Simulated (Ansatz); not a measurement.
## Electronic structure of Ni8H (slab) in real space

Input file:

```
crystal:
  lattice:
    - [4.9188979676, 0.0, 0.0]
    - [-1.2297244919, 2.1299452993, 0.0]
    - [0.0, 0.0, 25.0243950588]
  atoms:
    - { symbol: Ni, position: [0.3333333333, 0.3333333333, 0.3396685506], spin: 0.77 }
    - { symbol: Ni, position: [0.8333333333, 0.3333333333, 0.3396685506], spin: 0.77 }
    - { symbol: Ni, position: [0.6666666667, 0.6666666667, 0.4199155129], spin: 0.77 }
    - { symbol: Ni, position: [0.1666666667, 0.6666666667, 0.4199155129], spin: 0.77 }
    - { symbol: Ni, position: [0.0, 0.0, 0.5001624752], spin: 0.77 }
    - { symbol: Ni, position: [0.5, 0.0, 0.5001624752], spin: 0.77 }
    - { symbol: Ni, position: [0.3333333333, 0.3333333333, 0.5804094375], spin: 0.77 }
    - { symbol: Ni, position: [0.8333333333, 0.3333333333, 0.5804094375], spin: 0.77 }
    - { symbol: H, position: [0.3333333333, 0.8333333333, 0.6187720032], spin: 1.0 }
basis:
  ecutwfc: 420
kpoints:
  mp_grid: { grid: [7, 13, 1] }
hamiltonian:
  xc: pbe
  dispersion: d3bj
scf:
  occupations: { method: gaussian, width: 0.1 }
output:
  forces: true
  eigenvalues: true
  populations: true
  write_density: true
  write_potential: true
  elf: true
  volumetric_format: npy
magnetization:
  spin_polarized: true
relax:
  adjacent_minimum: "off"
  f_tol: 0.03
  max_steps: 70
  constraints: [{ sites: [0, 1, 2, 3] }]
efield:
  axis: 3
  dipole_correction: true
```

Launched as:

```sh
ansatz run input.yaml --threads 4 --pin off --max-ram 10240MiB --backend cpu --events-out ev --progress --plain --runs-dir out
```

The fields are those of the run's last geometry, not of the input's.

Spin-polarised.

Theory: DFT PBE+D3(BJ), scalar-relativistic, plane waves, PAW in Ansatz 0.2.0.

The density is the valence pseudo-density of a PAW calculation; it isn't the true density close to the nuclei.

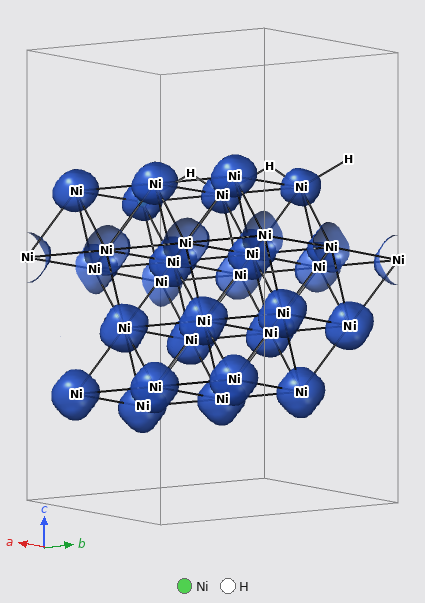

Figure 1. Isosurface of the spin density (up minus down) at +0.1 e/Å³ (blue), seen at an oblique angle. Sticks mark near contacts.

Q: Which atoms carry the moments, and with what signs?

A: The spin density sits on Ni: +0.7 μB (×6), +0.5 μB and +0.3 μB in one cell of 9 atoms: parallel main moments (a ferromagnetic arrangement) in this solution. The cell of the calculation (9 atoms) carries 4.8 μB of net spin moment.

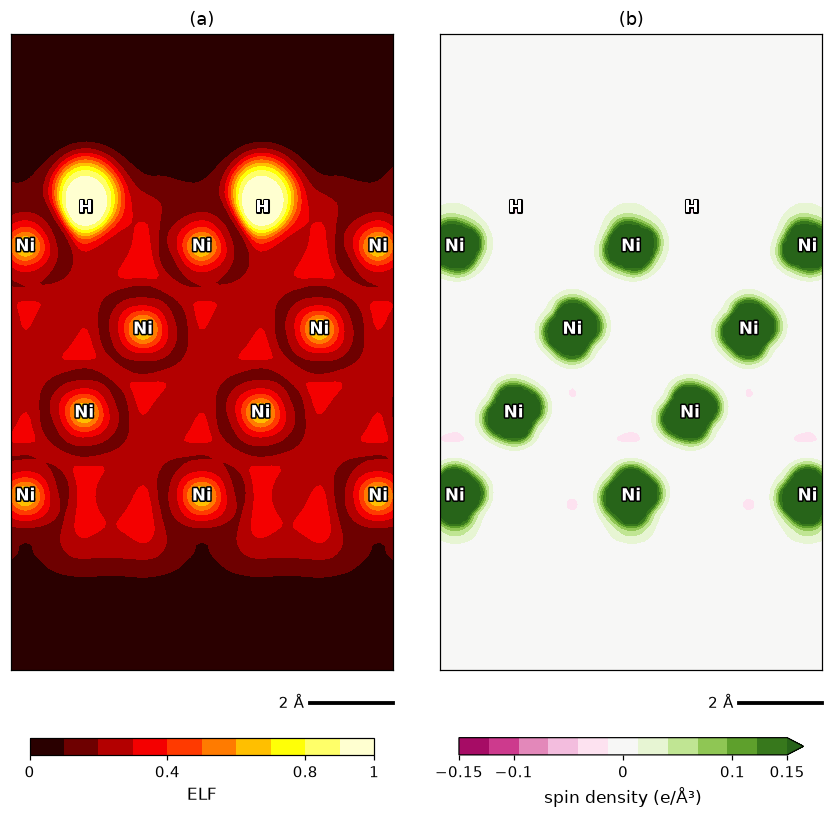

Figure 2. (a) ELF; (b) spin density on the (11̄0) plane of the calculation cell, a cut from vacuum to vacuum.

Q: Describe what can be read from this map.

A: The section cuts through Ni and H sites.
Ni–Ni (2.46 Å): the ELF is about 0.25 at the midpoint (no shared electron pair shows on this line).
Ni–H (1.73 Å): the ELF climbs to about 1 towards the hydrogen.
The features right at Ni lie inside the PAW spheres, where the map follows smoothed inner orbitals and isn't to be read closely.

Q: Does the calculation make it a metal, or give it a gap?

A: It is metallic or semimetallic at this level of theory: no gap opens.
